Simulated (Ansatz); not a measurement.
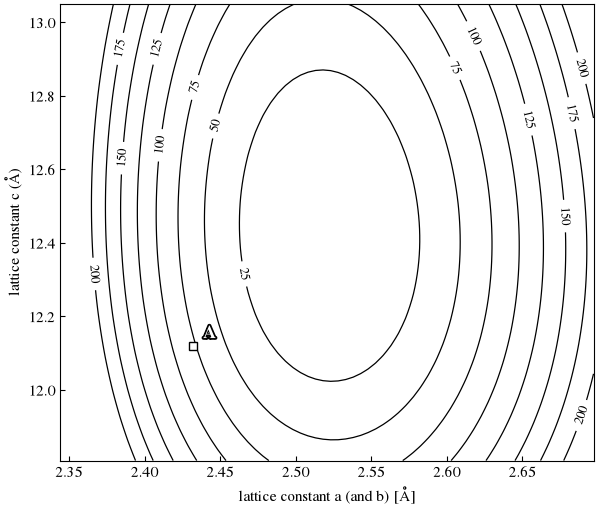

C (P6_3/mmc, No. 194; 12 atoms in the cell). The energy is mapped over the lattice constants a and c of the conventional cell. First axis: lattice constant a (and b). Second axis: lattice constant c. Nothing is relaxed (fractional coordinates fixed). The scan uses a 9 × 9 grid. All energies are given in meV/atom relative to the lowest grid point. The calculation used Ansatz, DFT PBE, scalar-relativistic, plane waves, PAW. Settings: cutoff 520 eV, k-mesh 12×12×2 in the order of the run's cell vectors, gaussian smearing 0.05 eV, no spin polarisation.

Drawn: contour lines labelled in meV/atom (none above 200), the point A. Between grid points the surface is interpolated.

> Is A at rest? If not, where is it pushed?

A, at lattice constant a (and b) = 2.432 Å, lattice constant c = 12.118 Å, is not a stationary point. The computed force is 1500 meV/atom for each Å towards larger values of lattice constant a (and b) and 107 meV/atom for each Å towards larger values of lattice constant c.

PAW datasets: the set soft_1.
